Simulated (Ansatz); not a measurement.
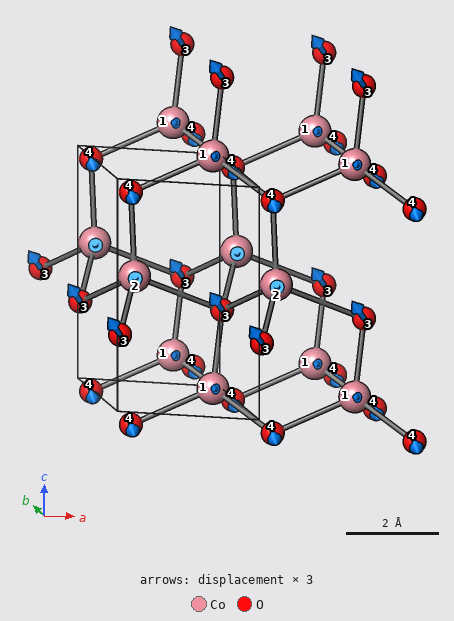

A relaxation of a crystal of CoO (set up in P1). The starting structure is drawn; blue arrows show the displacements (the part carried along by the change of the cell is left out), magnified 3 times.

Style: ball-and-stick. Shown: the cell of the calculation, repeated 2 × 2 × 1 with one cell outlined, slightly off an axis.

Case: cure: more steps.

Method: Ansatz, DFT PBEsol, scalar-relativistic, plane waves, PAW.

The input:
```yaml
crystal:
  lattice:
    - [3.1976457435, 0.0, 0.0]
    - [-1.5988228718, 2.7692424462, 0.0]
    - [0.0, 0.0, 5.22870971]
  atoms:
    - { symbol: Co, position: [-0.0525839992, -0.0189980525, -0.0076136781], spin: -2.3 }
    - { symbol: Co, position: [0.2944578004, 0.6223014381, 0.5029831599], spin: 2.3 }
    - { symbol: O, position: [0.0480863198, 0.1084093012, 0.3154337656], spin: 0.18 }
    - { symbol: O, position: [0.2866371263, 0.6862298558, 0.8546684844], spin: -0.18 }
basis:
  ecutwfc: 420
kpoints:
  mp_grid: { grid: [6, 6, 4] }
hamiltonian:
  xc: pbesol
scf:
  occupations: { method: gaussian, width: 0.1 }
output:
  forces: true
  stress: true
  eigenvalues: true
  populations: true
magnetization:
  spin_polarized: true
relax:
  adjacent_minimum: "off"
  f_tol: 0.005
  max_steps: 100
  cell: { stress_tol: 0.05 }
```

Launched with:
```bash
ansatz run input.yaml --threads 1 --pin off --max-ram 2560MiB --backend cpu --events-out ev --progress --plain --runs-dir out
```

Question: What happened in the run?

Answer: Over 11 accepted moves (14 points after the start) the energy falls by 201 meV per atom. The largest force component goes from 2 to 0.00083 eV/Å. The pressure goes from −3.20 to −0.01 GPa. The line search rejected the trial step at point 5 of the run. At 2 points the geometry stayed and the basis and grid were re-selected for the new cell (energy shift of 1.8 meV per atom at most each time). The atom that moves furthest relative to the cell is Co2 (0.21 Å roughly along [1 3 −1]). By element the largest moves are Co 0.21 Å, O 0.20 Å. The drawn cell changes as follows: a 3.198 → 2.813 Å (−12.0 %), b 3.198 → 3.166 Å (−1.0 %), c 5.229 → 5.211 Å (−0.3 %), γ 120.0° → 116.4°; the volume changes by −10.2 %. Some distances before and after: Co2–O3 2.332 → 1.926 Å, Co2–O3 (another image) 2.285 → 1.926 Å, Co1–O4 2.082 → 1.900 Å, Co2–O3 (another image) 1.729 → 1.900 Å. Bond angles that change, for instance: O3–Co2–O4 130.0° → 107.3°, O4–Co1–O4 111.5° → 93.9°, Co1–O4–Co1 111.5° → 93.9°. The space group (tolerance 0.01 Å) goes from P1 (No. 1) to Cmc2_1 (No. 36). Cost: 3.2 min on 1 thread of Intel(R) Xeon(R) 6975P-C (Granite Rapids) (shared host), peak memory 0.52 GiB.
